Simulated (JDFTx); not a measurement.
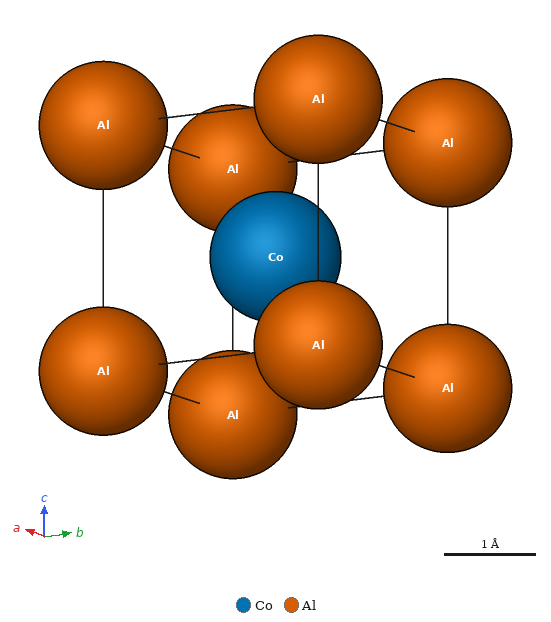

*The structure (spheres-only view of the cell of the calculation, seen at an oblique angle).*

## AlCo: single-point calculation at one volume of an equation of state

- system: AlCo (Pm-3m, 2 atoms in the cell)
- method: Kohn-Sham DFT of a periodic cell, PBE, PseudoDojo-SR-PBE-0.5-standard, spin-polarised (JDFTx 1.7.0 (patched build))

The structure derives from a Materials Project entry. It belongs to a series of runs on one base structure; here: volume scaled by 0.94.

**The input**
```
lattice \
    5.2191367325     0.0000000000     0.0000000000 \
    0.0000000000     5.2191367325     0.0000000000 \
    0.0000000000     0.0000000000     5.2191367325
coords-type Lattice
ion Co     0.5000000000     0.5000000000     0.5000000000 1
ion Al     0.0000000000     0.0000000000     0.0000000000 1

ion-species pseudo/Co.upf
ion-species pseudo/Al.upf
elec-cutoff 48 384
elec-ex-corr gga-PBE
kpoint-folding 9 9 9
elec-smearing Fermi 0.0018374661
elec-n-bands 17
spintype z-spin
initial-magnetic-moments Co 2
elec-initial-magnetization 2 no
electronic-SCF nIterations 100 energyDiffThreshold 1e-09
electronic-minimize nIterations 30 energyDiffThreshold 1e-7
forces-output-coords Cartesian

dump-name run.$VAR
dump End Ecomponents EigStats BandEigs Kpoints Forces Stress
```

Run on 1 thread of Arm Neoverse V1, 24 GiB of memory available, shared host.

Launch command:
```bash
jdftx -c 1 -i AlCo.in -o AlCo.out
```

**Output**
```
*************** JDFTx 1.7.0 (patched build) ***************

Input parsed successfully to the following command list (including defaults):
[... the input with its defaults ...]

---------- Setting up symmetries ----------

Found 48 point-group symmetries of the bravais lattice
Found 48 space-group symmetries with basis
Applied RMS atom displacement 0 bohrs to make symmetries exact.

---------- Initializing the Grid ----------
R =
[      5.21914            0            0  ]
[            0      5.21914            0  ]
[            0            0      5.21914  ]
unit cell volume = 142.166
G =
[    1.20387          0          0  ]
[          0    1.20387          0  ]
[          0          0    1.20387  ]
Minimum fftbox size, Smin = [  48  48  48  ]
Chosen fftbox size, S = [  48  48  48  ]

---------- Initializing tighter grid for wavefunction operations ----------
R =
[      5.21914            0            0  ]
[            0      5.21914            0  ]
[            0            0      5.21914  ]
unit cell volume = 142.166
G =
[    1.20387          0          0  ]
[          0    1.20387          0  ]
[          0          0    1.20387  ]
Minimum fftbox size, Smin = [  36  36  36  ]
Chosen fftbox size, S = [  36  36  36  ]

---------- Exchange Correlation functional ----------
Initalized PBE GGA exchange.
Initalized PBE GGA correlation.

---------- Setting up pseudopotentials ----------
Width of ionic core gaussian charges (only for fluid interactions / plotting) set to 0

Reading pseudopotential file 'pseudo/Co.upf':
  'Co' pseudopotential, 'PBE' functional
  Generated using ONCVPSP code by D. R. Hamann
  17 valence electrons, 4 orbitals, 6 projectors, 1001 radial grid points, with lMax = 2
    3S    l: 0   occupation:  2.0   eigenvalue: -3.763303
    3P    l: 1   occupation:  6.0   eigenvalue: -2.412101
    3D    l: 2   occupation:  7.0   eigenvalue: -0.301498
    4S    l: 0   occupation:  2.0   eigenvalue: -0.201022
  Core radius for overlap checks: 1.60 bohrs.

Reading pseudopotential file 'pseudo/Al.upf':
  'Al' pseudopotential, 'PBE' functional
  Generated using ONCVPSP code by D. R. Hamann
  3 valence electrons, 2 orbitals, 6 projectors, 1001 radial grid points, with lMax = 2
    3S    l: 0   occupation:  2.0   eigenvalue: -0.284914
    3P    l: 1   occupation:  1.0   eigenvalue: -0.099668
  Core radius for overlap checks: 1.74 bohrs.

Initialized 2 species with 2 total atoms.

Folded 1 k-points by 9x9x9 to 729 k-points.

---------- Setting up k-points, bands, fillings ----------
Reduced to 35 k-points under symmetry.
Computing the number of bands and number of electrons
Calculating initial fillings.
nElectrons:  20.000000   nBands: 17   nStates: 70

----- Setting up reduced wavefunction bases (one per k-point) -----
average nbasis = 2258.067 , ideal nbasis = 2258.145

---------- Setting up ewald sum ----------
Optimum gaussian width for ewald sums = 1.854971 bohr.
Real space sum over 1331 unit cells with max indices [  5  5  5  ]
Reciprocal space sum over 2197 terms with max indices [  6  6  6  ]

---------- Allocating electronic variables ----------
Initializing wave functions:  linear combination of atomic orbitals
Note: number of bands (17) exceeds available atomic orbitals (14)
Co (M=2) pseudo-atom majority spin occupations:   s ( 1 0.5 )  p ( 3 )  d ( 5 )
Co (M=2) pseudo-atom minority spin occupations:   s ( 1 0 )  p ( 3 )  d ( 3.5 )
Al pseudo-atom occupations:   s ( 2 )  p ( 1 )
	FillingsUpdate:  mu: +1.403768973  nElectrons: 20.000000  magneticMoment: [ Abs: 0.02534  Tot: +0.00910 ]
LCAOMinimize: Iter:   0  F: -141.0910351911797136  |grad|_K:  1.156e-02  alpha:  1.000e+00
	FillingsUpdate:  mu: +1.389451119  nElectrons: 20.000000  magneticMoment: [ Abs: 0.06879  Tot: +0.06614 ]
LCAOMinimize: Iter:   1  F: -141.4045123317009143  |grad|_K:  1.224e-02  alpha:  1.121e-01  linmin: -3.619e-02  cgtest:  8.282e-01
LCAOMinimize: 	Wrong curvature in test step, increasing alphaT to 3.364311e-01.
[... 40 lines of inner loops ...]
LCAOMinimize: Iter:  16  F: -144.5323004275779795  |grad|_K:  4.752e-06  alpha:  4.625e-01  linmin: -2.171e-06  cgtest:  5.064e-04
	FillingsUpdate:  mu: +0.642845575  nElectrons: 20.000000  magneticMoment: [ Abs: 0.06270  Tot: +0.02409 ]
LCAOMinimize: Iter:  17  F: -144.5323006441459768  |grad|_K:  2.825e-06  alpha:  9.487e-01  linmin:  3.959e-04  cgtest: -9.359e-03
LCAOMinimize: Converged (|Delta F|<1.000000e-06 for 2 iters).

-------- Electronic minimization -----------
Will mix electronic density at each iteration.
	FillingsUpdate:  mu: +0.642845575  nElectrons: 20.000000  magneticMoment: [ Abs: 0.06270  Tot: +0.02409 ]
	FillingsUpdate:  mu: +0.635356278  nElectrons: 20.000000  magneticMoment: [ Abs: 0.06270  Tot: +0.02409 ]
SCF: Cycle:  0   F: -144.541427568938246   dF: -9.127e-03   |Residual|: 2.571e-01   |deigs|: 4.354e-01
	FillingsUpdate:  mu: +0.557399131  nElectrons: 20.000000  magneticMoment: [ Abs: 0.03712  Tot: +0.01353 ]
SCF: Cycle:  1   F: -144.476666312492569   dF: +6.476e-02   |Residual|: 3.043e-01   |deigs|: 7.700e-02
	FillingsUpdate:  mu: +0.604627660  nElectrons: 20.000000  magneticMoment: [ Abs: 0.02876  Tot: +0.01296 ]
SCF: Cycle:  2   F: -144.618188533834086   dF: -1.415e-01   |Residual|: 2.526e-02   |deigs|: 4.591e-02
	FillingsUpdate:  mu: +0.604906678  nElectrons: 20.000000  magneticMoment: [ Abs: 0.00353  Tot: -0.00152 ]
SCF: Cycle:  3   F: -144.618262907400492   dF: -7.437e-05   |Residual|: 9.827e-03   |deigs|: 1.323e-03
	FillingsUpdate:  mu: +0.603187334  nElectrons: 20.000000  magneticMoment: [ Abs: 0.00098  Tot: +0.00048 ]
SCF: Cycle:  4   F: -144.618385820632483   dF: -1.229e-04   |Residual|: 1.004e-03   |deigs|: 1.449e-03
	FillingsUpdate:  mu: +0.603229979  nElectrons: 20.000000  magneticMoment: [ Abs: 0.00048  Tot: +0.00004 ]
SCF: Cycle:  5   F: -144.618387075775189   dF: -1.255e-06   |Residual|: 4.466e-04   |deigs|: 1.172e-04
	FillingsUpdate:  mu: +0.603282932  nElectrons: 20.000000  magneticMoment: [ Abs: 0.00014  Tot: +0.00002 ]
SCF: Cycle:  6   F: -144.618387455878803   dF: -3.801e-07   |Residual|: 9.460e-05   |deigs|: 8.912e-05
	FillingsUpdate:  mu: +0.603279238  nElectrons: 20.000000  magneticMoment: [ Abs: 0.00010  Tot: +0.00003 ]
SCF: Cycle:  7   F: -144.618387517325431   dF: -6.145e-08   |Residual|: 7.614e-05   |deigs|: 6.008e-05
	FillingsUpdate:  mu: +0.603279003  nElectrons: 20.000000  magneticMoment: [ Abs: 0.00006  Tot: +0.00002 ]
SCF: Cycle:  8   F: -144.618387540034121   dF: -2.271e-08   |Residual|: 4.705e-05   |deigs|: 4.910e-05
	FillingsUpdate:  mu: +0.603284073  nElectrons: 20.000000  magneticMoment: [ Abs: 0.00001  Tot: +0.00000 ]
SCF: Cycle:  9   F: -144.618387548761007   dF: -8.727e-09   |Residual|: 5.955e-06   |deigs|: 1.460e-04
	FillingsUpdate:  mu: +0.603285446  nElectrons: 20.000000  magneticMoment: [ Abs: 0.00001  Tot: +0.00000 ]
SCF: Cycle: 10   F: -144.618387551116939   dF: -2.356e-09   |Residual|: 3.684e-06   |deigs|: 4.493e-05
	FillingsUpdate:  mu: +0.603285008  nElectrons: 20.000000  magneticMoment: [ Abs: 0.00001  Tot: +0.00000 ]
SCF: Cycle: 11   F: -144.618387551758758   dF: -6.418e-10   |Residual|: 2.062e-06   |deigs|: 1.940e-05
	FillingsUpdate:  mu: +0.603284547  nElectrons: 20.000000  magneticMoment: [ Abs: 0.00000  Tot: -0.00000 ]
SCF: Cycle: 12   F: -144.618387551968397   dF: -2.096e-10   |Residual|: 8.917e-07   |deigs|: 2.721e-05
SCF: Converged (|Delta E|<1.000000e-09 for 2 iters).

Setting wave functions to eigenvectors of Hamiltonian

# Stress tensor in Cartesian coordinates [Eh/a0^3]:
[  -0.00071531            0            0  ]
[            0  -0.00071531            0  ]
[            0            0  -0.00071531  ]

# Ionic positions in lattice coordinates:
ion Co   0.500000000000000   0.500000000000000   0.500000000000000 1
ion Al   0.000000000000000   0.000000000000000   0.000000000000000 1

# Forces in Cartesian coordinates:
force Co  -0.000000000000000  -0.000000000000000  -0.000000000000000 1
force Al  -0.000000000000000  -0.000000000000000  -0.000000000000000 1

# Energy components:
   Eewald =      -88.8376914953808949
       EH =       50.3982672828935492
     Eloc =     -138.2203159889467656
      Enl =      -18.4155627749331856
      Exc =      -29.2723788620635474
 Exc_core =       10.7742257819888216
       KE =       68.9552014478802846
-------------------------------------
     Etot =     -144.6182546085617275
       TS =        0.0001329434066769
-------------------------------------
        F =     -144.6183875519683966

IonicMinimize: Iter:   0  F: -144.618387551968397  |grad|_K:        nan
IonicMinimize: None of the convergence criteria satisfied after 0 iterations.

#--- Lowdin population analysis ---
# oxidation-state Co +0.413
# magnetic-moments Co +0.000
# oxidation-state Al -0.234
# magnetic-moments Al +0.000

Dumping 'run.eigStats' ...
	eMin: -2.884575 at state 0 ( [ +0.000000 +0.000000 +0.000000 ] spin 1 )
	HOMO: +0.601144 at state 59 ( [ +0.111111 +0.444444 +0.444444 ] spin -1 )
	mu  : +0.603285
	LUMO: +0.608136 at state 13 ( [ +0.000000 +0.333333 +0.444444 ] spin 1 )
	eMax: +1.438925 at state 0 ( [ +0.000000 +0.000000 +0.000000 ] spin 1 )
	HOMO-LUMO gap: +0.006992
	Optical gap  : +0.029475 at state 33 ( [ +0.333333 +0.444444 +0.444444 ] spin 1 )
Done!
```

**Summary**

- outcome: converged
- space group (tolerance 0.01 Å): Pm-3m (221)
- electrons treated: 20
- free energy: −3935.2668 eV
- Fermi energy: 16.416 eV
- gap on the k-point mesh: none (metallic)
- net moment of the cell: 0.00 μB
- integrated absolute moment: 0.00 μB
- pressure: 21.05 GPa
- largest force (length of the vector): under 0.001 eV/Å
- wall time: 2.8 min
- peak memory: 0.18 GiB

**Notes**

The cell is under a pressure of 21 GPa at this level, so it is not at its equilibrium volume.
